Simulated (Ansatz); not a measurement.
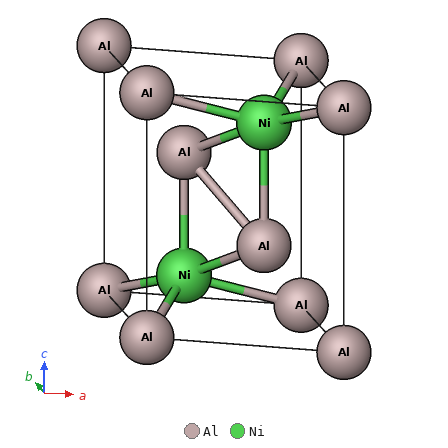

System: a slab cut from Al₃Ni₂ (slab content Al₇Ni₆), space group P-3m1 (No. 164). The picture shows the bulk cell.

Structure:
```
CELL_PARAMETERS angstrom
4.00314 0.00000 0.00000
-2.00157 3.46682 0.00000
0.00000 0.00000 4.85946
ATOMIC_POSITIONS crystal
Al 0.00000 0.00000 0.00000
Al 0.33333 0.66667 0.64778
Al 0.66667 0.33333 0.35222
Ni 0.33333 0.66667 0.14557
Ni 0.66667 0.33333 0.85443
```

How it was computed, with Ansatz 0.2.0: spacing and rumpling of the atomic planes of a slab cut from the relaxed bulk cell along the Miller plane (conventional indices), bottom to top, after all atoms relax, plane waves with PAW datasets, Γ-centred k mesh. Level: PBEsol, no spin polarisation.

- space group in which the indices count: 164
- Miller index h: 0
- Miller index k: 0
- Miller index l: 1
- top plane: Ni
- bottom plane: Ni
- planes: 13
- surface cell: (1, 1)
- slab thickness as cut: 11.13 Å
- vacuum: 15 Å
- surface area: 13.88 Å²
- surface a: 4.003 Å
- surface b: 4.003 Å
- surface angle: 120 °
- slab atoms: 13
- wave cutoff: 420 eV
- k mesh: 9×9×1
- occupations: Gaussian
- smearing width: 0.1 eV
- boundary: dipole corrected

What does the calculation give for the spacing change of each pair of planes? The cases: 1–2; 2–3; 3–4; 4–5; 5–6; 6–7; 7–8; 8–9; 9–10; 10–11; 11–12; 12–13.

The least value, −0.205 Å, is that of 1–2 and 12–13, and the largest, 0.048 Å, that of 3–4 and 10–11.

```json
{"pair of planes": "1–2", "spacing change (Å)": "-0.205", "spacing to next (Å)": "0.502", "content of the two planes": "Ni and Al"}
{"pair of planes": "2–3", "spacing change (Å)": "0.023", "spacing to next (Å)": "0.731", "content of the two planes": "Al and Ni"}
{"pair of planes": "3–4", "spacing change (Å)": "0.048", "spacing to next (Å)": "1.053", "content of the two planes": "Ni and Al"}
{"pair of planes": "4–5", "spacing change (Å)": "-0.039", "spacing to next (Å)": "1.398", "content of the two planes": "Al and Al"}
{"pair of planes": "5–6", "spacing change (Å)": "0.034", "spacing to next (Å)": "1.038", "content of the two planes": "Al and Ni"}
{"pair of planes": "6–7", "spacing change (Å)": "-0.014", "spacing to next (Å)": "0.694", "content of the two planes": "Ni and Al"}
{"pair of planes": "7–8", "spacing change (Å)": "-0.014", "spacing to next (Å)": "0.694", "content of the two planes": "Al and Ni"}
{"pair of planes": "8–9", "spacing change (Å)": "0.034", "spacing to next (Å)": "1.038", "content of the two planes": "Ni and Al"}
{"pair of planes": "9–10", "spacing change (Å)": "-0.039", "spacing to next (Å)": "1.398", "content of the two planes": "Al and Al"}
{"pair of planes": "10–11", "spacing change (Å)": "0.048", "spacing to next (Å)": "1.053", "content of the two planes": "Al and Ni"}
{"pair of planes": "11–12", "spacing change (Å)": "0.023", "spacing to next (Å)": "0.731", "content of the two planes": "Ni and Al"}
{"pair of planes": "12–13", "spacing change (Å)": "-0.205", "spacing to next (Å)": "0.502", "content of the two planes": "Al and Ni"}
```

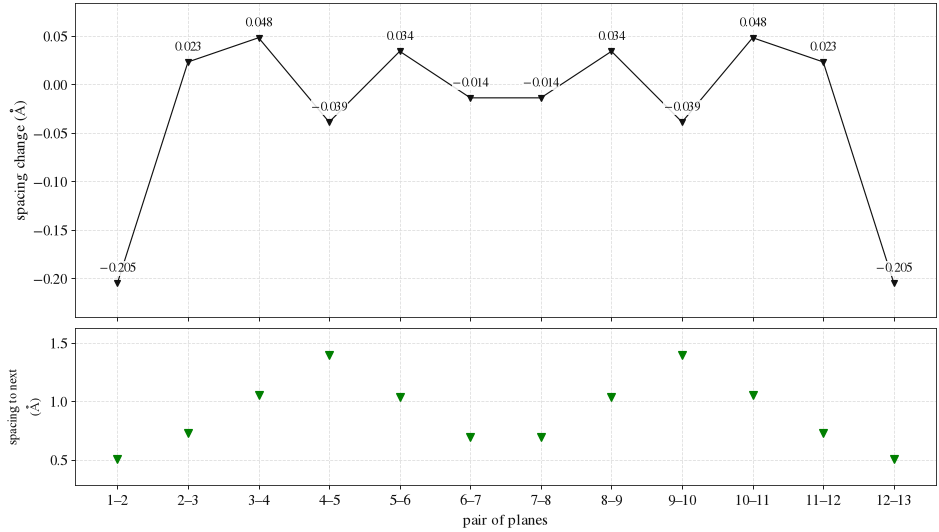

Note: no spin polarisation, a magnetic state may lie lower; xc potential rough in thin density.
